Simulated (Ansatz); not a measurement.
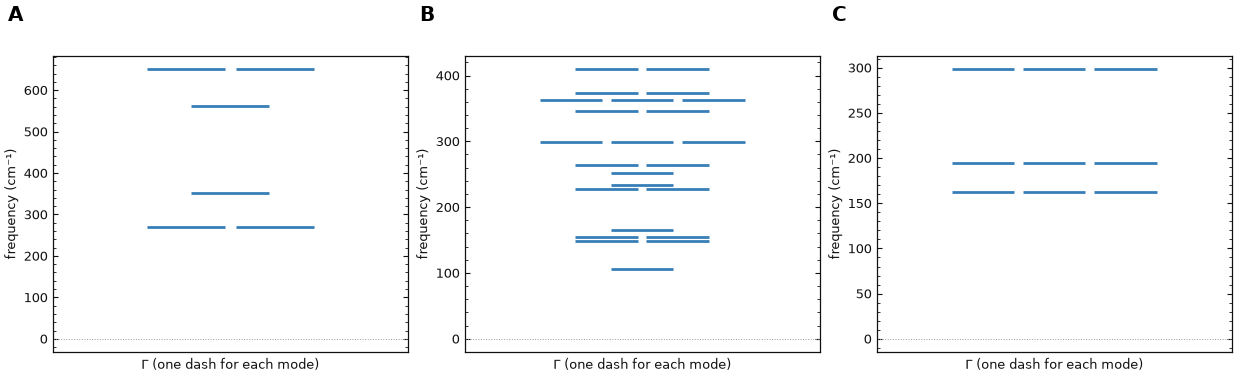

Each panel shows the zone-centre optical phonon frequencies (the three acoustic modes are left out) for one of these solids: AlCu₃, Fm-3m (No. 225), 12.0 Å³/atom; TaSi₂, P6_422 (No. 181), 14.3 Å³/atom; Ti₂C, R-3m (No. 166), 12.9 Å³/atom.

How it was computed, with Ansatz 0.2.0: harmonic phonon frequencies at the zone centre with atoms at rest in the given cell, without the long-range term of polar modes, the three translations left out, imaginary frequencies are negative; plane waves with PAW datasets, Γ-centred k mesh. Level: PBEsol, no spin polarisation.

**Match the panels to the solids.**

A is Ti₂C (modes from 270.3 to 650.5 cm⁻¹); B is TaSi₂ (modes from 106.4 to 409.5 cm⁻¹); C is AlCu₃ (modes from 162.2 to 298.3 cm⁻¹).

For AlCu₃, limits of the calculation: metal sensitive to the k mesh.

For TaSi₂, limits of the calculation: metal sensitive to the k mesh.

For Ti₂C, limits of the calculation: metal sensitive to the k mesh.
